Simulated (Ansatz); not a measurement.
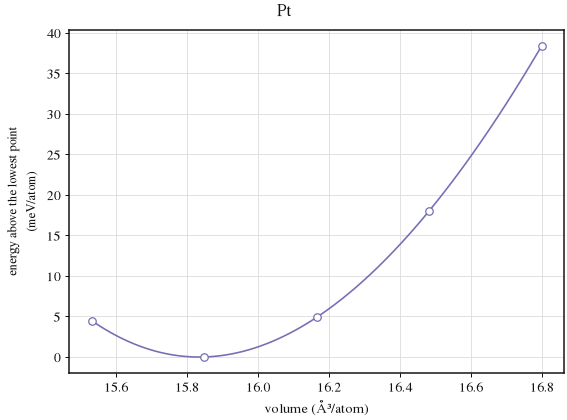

The plot gives the computed energy above the lowest point against volume for Pt, space group Im-3m (No. 229) (one of a set of cubic test structures, which need not be the stable phase).

Method: equation of state of a cubic crystal from periodic Kohn-Sham density functional theory without spin, third-order Birch-Murnaghan fit to the free energies; pressure corrected for the finite basis (Ansatz 0.2.0 development build). Level: PBE.

```
                setting                   value
         structure type                     bcc
          atoms in cell                       1
     space group number                     229
       lattice centring  body-centred primitive
                 k mesh                24×24×24
      occupation method             Fermi–Dirac
       occupation width              0.06123 eV
            wave cutoff                  700 eV
               datasets                hard PAW
      density tolerance                1e-09 eV
                  bands                      20
   density cutoff ratio                       4
search for lower states                 default
```

From this curve and the settings, what does the calculation give for the pressure at the same points?

The pressure falls from 4.8 GPa at volume 15.53 Å³/atom to −12.0 GPa at 16.80 Å³/atom, and changes sign near 15.84 Å³/atom.

```tsv
volume (Å³/atom)	pressure (GPa)
15.53	4.8
15.85	-0.2
16.17	-4.7
16.48	-8.5
16.80	-12.0
```

Limits of the calculation: cubic model structure, not the ambient form.
